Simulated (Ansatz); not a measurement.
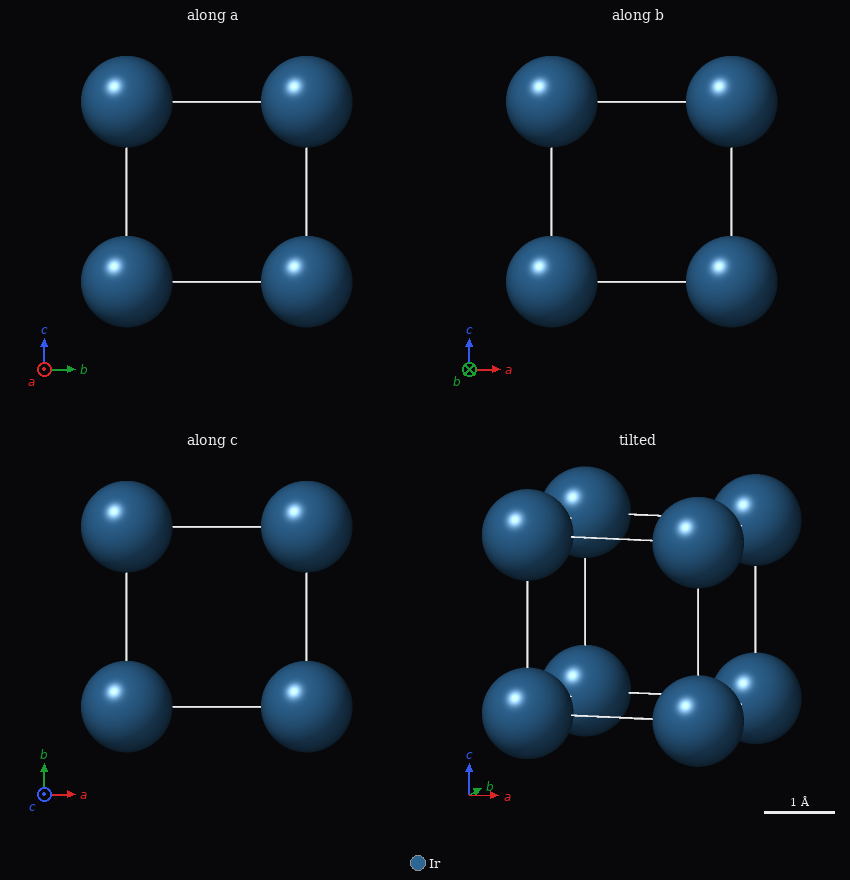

Crystal structure, spheres-only style, seen along the a axis, along the b axis, along the c axis and slightly off an axis. Thin lines show the conventional unit cell, with boundary atoms drawn in all their periodic places.

Lattice parameters: a = 2.5791 Å, b = 2.5791 Å, c = 2.5791 Å, α = 90.000°, β = 90.000°, γ = 90.000°.

Q: Give the structure in the form of a CIF in P1 with every atom of the cell.

A:
```cif
data_structure
_symmetry_space_group_name_H-M 'P 1'
_symmetry_Int_Tables_number 1
_cell_length_a 2.5791
_cell_length_b 2.5791
_cell_length_c 2.5791
_cell_angle_alpha 90.000
_cell_angle_beta 90.000
_cell_angle_gamma 90.000
_cell_volume 17.16
loop_
_atom_site_label
_atom_site_type_symbol
_atom_site_fract_x
_atom_site_fract_y
_atom_site_fract_z
_atom_site_occupancy
Ir1 Ir 0.0000 0.0000 0.0000 1
```

Its origin is a random cell made by a generator, so it need not be a real form of the element. Earlier steps of the study, as a rule a relaxation of our own, may have changed the cell and positions, so they can lie some per cent off the listed ones. It went into a calculation with Ansatz.
